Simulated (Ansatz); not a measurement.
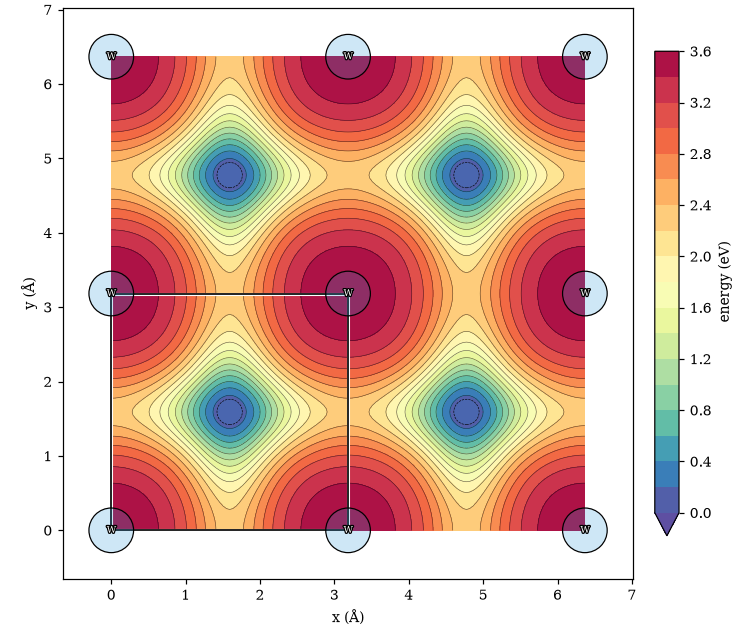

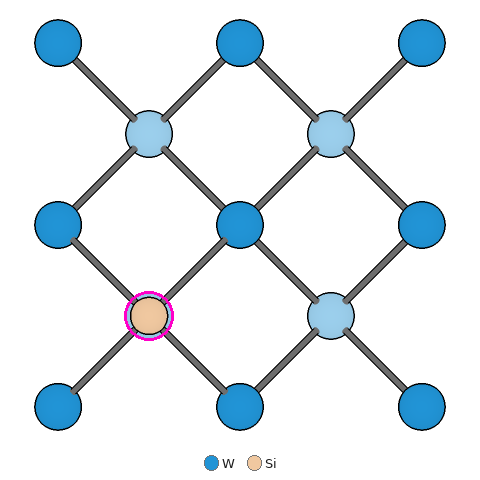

Energy landscape of Si on a W(100) slab cut from the Im-3m phase, its upper half relaxed before the scan (16 atoms of substrate and one adsorbate in a 2 × 2 cell). 
- Si is moved over the surface cell; relaxed at each place: the height of the adsorbate's atoms; substrate rigid; the origin of the map has the adsorbate above W13.
- Places are given modulo a cell vector. The map is drawn in real space over the plane of the surface.
- The scan uses an 8 × 8 grid; 15 points were computed and 49 follow by symmetry.
- Places are given in fractions of the 1 × 1 surface cell.
- Energies are in eV, from the lowest grid point.
- Level of theory: DFT PBE, scalar-relativistic, plane waves, PAW (Ansatz). Settings: cutoff 420 eV, k-mesh 4×4×1, gaussian smearing 0.1 eV, no spin polarisation.

Drawn: filled contours, labelled circles for the atoms of the top layer and small ones for the second layer, the outline of one cell of the 2 × 2 shown. Between grid points the surface is interpolated. The second picture is the structure at the lowest point; rings mark the moved atoms.

### What does the map say about the system?

The lowest grid point is at a fourfold hollow over a second-layer W atom, (4/8, 4/8) of the cell vectors. No other kind of well shows on this grid. The highest grid point, the top site over a surface W atom, (0/8, 0/8) of the cell vectors, lies 3.58 eV above the lowest. On the interpolated surface the easiest way out of the lowest well to its copy in the next cell or period passes a barrier of about 2.3 eV. At the lowest point the adsorbate has 5 W at 2.59 Å as nearest neighbours, at the highest 1 W at 2.36 Å. Its relaxed height above the top atom is 1.24 Å at the lowest and 2.36 Å at the highest point.

The values on the grid:

```tsv
second ↓, first →	0/8	1/8	2/8	3/8	4/8	5/8	6/8	7/8
7/8	3.52	3.45	3.18	2.58	2.11	2.58	3.18	3.45
6/8	3.26	3.18	2.83	2.11	1.54	2.11	2.83	3.18
5/8	2.72	2.58	2.11	1.20	0.57	1.20	2.11	2.58
4/8	2.28	2.11	1.54	0.57	0.00	0.57	1.54	2.11
3/8	2.72	2.58	2.11	1.20	0.57	1.20	2.11	2.58
2/8	3.26	3.18	2.83	2.11	1.54	2.11	2.83	3.18
1/8	3.52	3.45	3.18	2.58	2.11	2.58	3.18	3.45
0/8	3.58	3.52	3.26	2.72	2.28	2.72	3.26	3.52
```

The input of one point:

```yaml
crystal:
  lattice:
    - [6.367398338, 0.0, 0.0]
    - [0.0, 6.367398338, 0.0]
    - [0.0, 0.0, 20.1425770443]
  atoms:
    - { symbol: W, position: [0.25, 0.25, 0.1985843217] }
    - { symbol: W, position: [0.25, 0.75, 0.1985843217] }
    - { symbol: W, position: [0.75, 0.25, 0.1985843217] }
    - { symbol: W, position: [0.75, 0.75, 0.1985843217] }
    - { symbol: W, position: [0.0, 0.0, 0.2776134142] }
    - { symbol: W, position: [0.0, 0.5, 0.2776134142] }
    - { symbol: W, position: [0.5, 0.0, 0.2776134142] }
    - { symbol: W, position: [0.5, 0.5, 0.2776134142] }
    - { symbol: W, position: [0.25, 0.25, 0.3599451664] }
    - { symbol: W, position: [0.25, 0.75, 0.3599451664] }
    - { symbol: W, position: [0.75, 0.25, 0.3599451664] }
    - { symbol: W, position: [0.75, 0.75, 0.3599451664] }
    - { symbol: W, position: [0.0, 0.0, 0.4290700751] }
    - { symbol: W, position: [0.0, 0.5, 0.4290700751] }
    - { symbol: W, position: [0.5, 0.0, 0.4290700751] }
    - { symbol: W, position: [0.5, 0.5, 0.4290700751] }
    - { symbol: Si, position: [0.25, 0.25, 0.4827926571] }
basis:
  ecutwfc: 420
kpoints:
  mp_grid: { grid: [4, 4, 1] }
hamiltonian:
  xc: pbe
  pseudopotentials: { kind: paw, azcp: { folder: soft_1 } }
scf:
  occupations: { method: gaussian, width: 0.1 }
output:
  forces: true
  eigenvalues: true
relax:
  adjacent_minimum: "off"
  f_tol: 0.025
  max_steps: 16
  constraints:
    - { sites: [0, 1, 2, 3, 4, 5, 6, 7, 8, 9, 10, 11, 12, 13, 14, 15] }
    - { sites: [16], fix: xy }
efield:
  axis: 3
  dipole_correction: true
  ramp_width: 0.04
```

The whole map (15 points run) took 9.2 min on 4 threads of Intel(R) Xeon(R) 6975P-C (Granite Rapids) (shared host).
